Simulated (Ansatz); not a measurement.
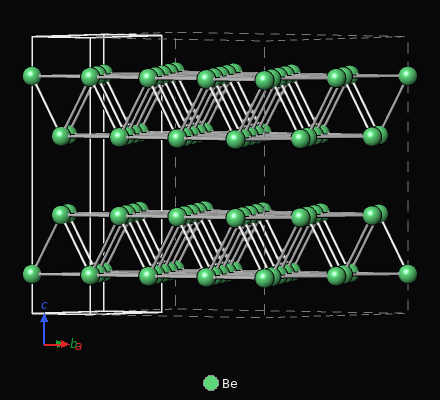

The structure; the drawing may span several cells.

Structure (in its standard cell), coordinates from a relaxation with DFT r2SCAN, scalar-relativistic, plane waves, PAW in Ansatz; the starting structure was generated, so it need not be a known form of this composition:

```
CELL_PARAMETERS angstrom
2.28054 0.00000 0.00000
0.00000 3.62744 0.00000
0.00000 0.00000 8.58772
ATOMIC_POSITIONS crystal
Be 0.50000 0.00000 0.35779
Be 0.00000 0.00000 0.14221
Be 0.50000 0.50000 0.85779
Be 0.00000 0.50000 0.64221
Be 0.00000 0.00000 0.85779
Be 0.50000 0.00000 0.64221
Be 0.00000 0.50000 0.35779
Be 0.50000 0.50000 0.14221
```

Q: What does the kinematic electron diffraction pattern along [101] look like at 120 kV (B = 1 Å²)?

A: The spots form a centred rectangular net with both shortest vectors at d = 1.88 Å, 62.6° apart. They are -1 1 1 and -1 -1 1. The pattern has symmetry 2mm. The lattice centring (F) removes all reflections that break h + k = 2n, h + l = 2n.

Strongest reflections with d > 0.80 Å, one of each family (|F|² from tabulated Gaussian fits of the electron scattering factors, times a small damping for the curvature of the Ewald sphere):

```tsv
hkl	d (Å)	I (strongest = 100)
0 2 0	1.814	100
1 1 -1	1.884	45
0 4 0	0.907	6
1 3 -1	1.060	4
2 0 -2	1.102	1
2 2 -2	0.942	0
```

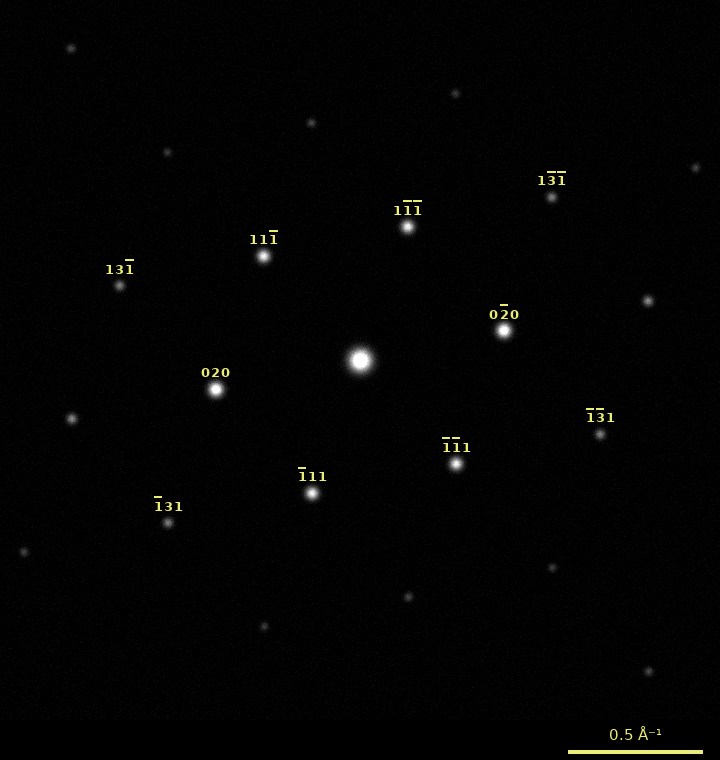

Calculated pattern, seen from the source side with [101] pointing towards the source.
